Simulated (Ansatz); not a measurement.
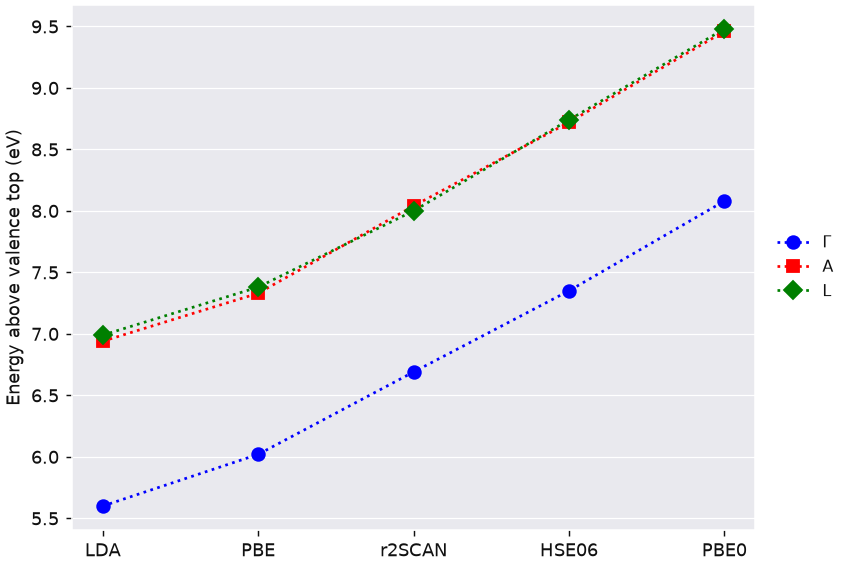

Lowest conduction level at each named k point, counted from the valence-band top at Γ, by several methods on one cell of wurtzite LiCl, space group P6_3mc (No. 186), 4 atoms in the cell, relaxed with r2SCAN; a = 3.894 Å, c = 6.226 Å (hexagonal axes). All runs are without spin-orbit coupling and carry no moments.

Q: Does PBE0 shift these levels rigidly from PBE?

A: The shifts are +2.06 eV at Γ, +2.13 eV at A and +2.10 eV at L, and at points that aren't plotted +2.12 eV (M), +2.08 eV (K) and +2.20 eV (H): over the named points that both runs hold, a spread of 0.14 eV on a mean of 2.12 eV, so one shift describes them well.

Q: How do the methods rank at Γ?

A: From low to high: LDA 5.60, PBE 6.02, r2SCAN 6.69, HSE06 7.35, PBE0 8.08 eV.

Q: Do the methods agree on which of these conduction levels is lowest?

A: Yes: all put it at Γ.

```
method  program  Γ (eV)  A (eV)  L (eV)
   LDA   Ansatz    5.60    6.94    6.99
   PBE   Ansatz    6.02    7.33    7.38
r2SCAN   Ansatz    6.69    8.04    8.00
 HSE06   Ansatz    7.35    8.72    8.74
  PBE0   Ansatz    8.08    9.46    9.48
```

Settings. LDA: Ansatz PAW set, 12×12×4 k mesh, 420 eV cutoff, fixed occupations (Ansatz 0.2.0). PBE: Ansatz PAW set, 12×12×4 k mesh, 420 eV cutoff, Fermi-Dirac smearing of 0.02 eV (Ansatz). r2SCAN: Ansatz PAW set, 12×12×4 k mesh, 500 eV cutoff, fixed occupations (Ansatz 0.2.0). HSE06: Ansatz PAW set, 6×6×4 k mesh, 420 eV cutoff, fixed occupations (Ansatz). PBE0: Ansatz PAW set, 6×6×4 k mesh, 420 eV cutoff, fixed occupations (Ansatz 0.2.0).

These are five of the 7 methods that were run on this cell. The usual form of LiCl is rocksalt. LDA, r2SCAN, HSE06 and PBE0: the PAW data sets were made with another functional. LDA, GGA and most meta-GGA functionals understate gaps.
